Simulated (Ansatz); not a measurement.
System: Cu27O14 (cell with a defect).

```
CELL_PARAMETERS angstrom
4.24633 4.24633 4.24633
0.00000 -8.49266 4.24633
4.24633 0.00000 -8.49266
ATOMIC_POSITIONS crystal
Cu 0.53372 0.64162 0.71373
Cu 0.82302 0.78524 0.43126
Cu 0.10356 0.93120 0.14513
Cu 0.68168 0.21154 0.56920
Cu 0.96209 0.35747 0.28283
Cu 0.25132 0.50096 0.00034
Cu 0.53044 0.13827 0.20568
Cu 0.67605 0.70987 0.07004
Cu 0.95433 0.85357 0.78692
Cu 0.25481 0.00453 0.50869
Cu 0.83089 0.28912 0.92725
Cu 0.10916 0.43283 0.64412
Cu 0.39254 0.57131 0.35706
Cu 0.32262 0.79373 0.92944
Cu 0.46255 0.34896 0.78484
Cu 0.74841 0.49553 0.49751
Cu 0.03674 0.64719 0.21669
Cu 0.61616 0.92850 0.64062
Cu 0.89264 0.07137 0.35712
Cu 0.16901 0.21416 0.07357
Cu 0.73587 0.00048 0.99845
Cu 0.89254 0.57131 0.85706
Cu 0.17728 0.71151 0.57031
Cu 0.46544 0.85884 0.28850
Cu 0.04944 0.14218 0.71584
Cu 0.31968 0.28385 0.42574
Cu 0.60781 0.43112 0.14380
O 0.48882 0.00443 0.99084
O 0.63834 0.56558 0.85414
O 0.92836 0.71226 0.57464
O 0.21606 0.86295 0.29074
O 0.79688 0.14345 0.71389
O 0.07018 0.28750 0.42822
O 0.35496 0.42590 0.14226
O 0.14675 0.57709 0.85999
O 0.29654 0.13824 0.72360
O 0.56912 0.27981 0.42361
O 0.85675 0.43045 0.13947
O 0.43016 0.71675 0.57185
O 0.71493 0.85524 0.28588
O 0.98837 0.99920 0.00032
```

Spin-polarised.

Method: Ansatz 0.2.0, DFT r2SCAN, scalar-relativistic, plane waves, PAW.

> What can the converged valence pseudo-density and electron localisation function tell about the bonding?

Cu–O (1.84 Å): ρ at the midpoint is about 0.86 e/Å³; the ELF peaks at about 0.85 in the valence shell of O, 0.6 Å from its nucleus, and is about 0.25 at the midpoint (no shared electron pair shows on this line).

> Metal or insulator at this level of theory?

It is gapless in this calculation (a metal or semimetal).

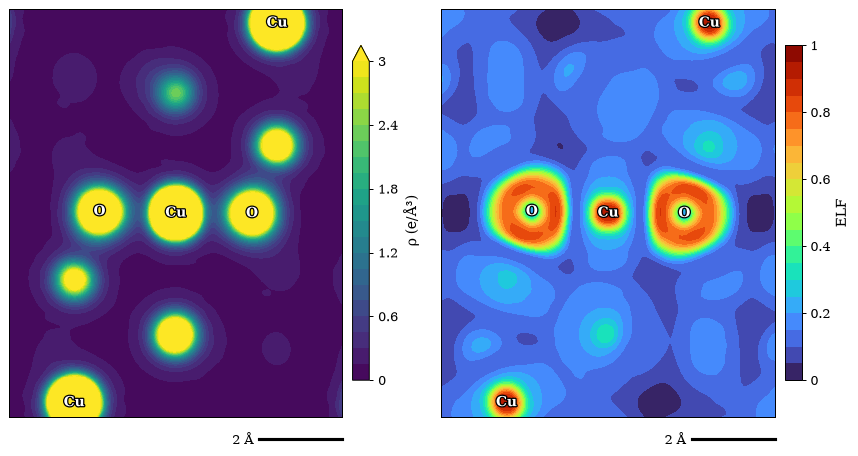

Computed valence pseudo-density and electron localisation function on the (010) plane of the calculation cell, in this order. Atoms just off the plane (Cu, 0.5 Å away) can leave unmarked features too.

Core electrons are frozen (PAW), and the valence fields are smoothed inside the atomic spheres.
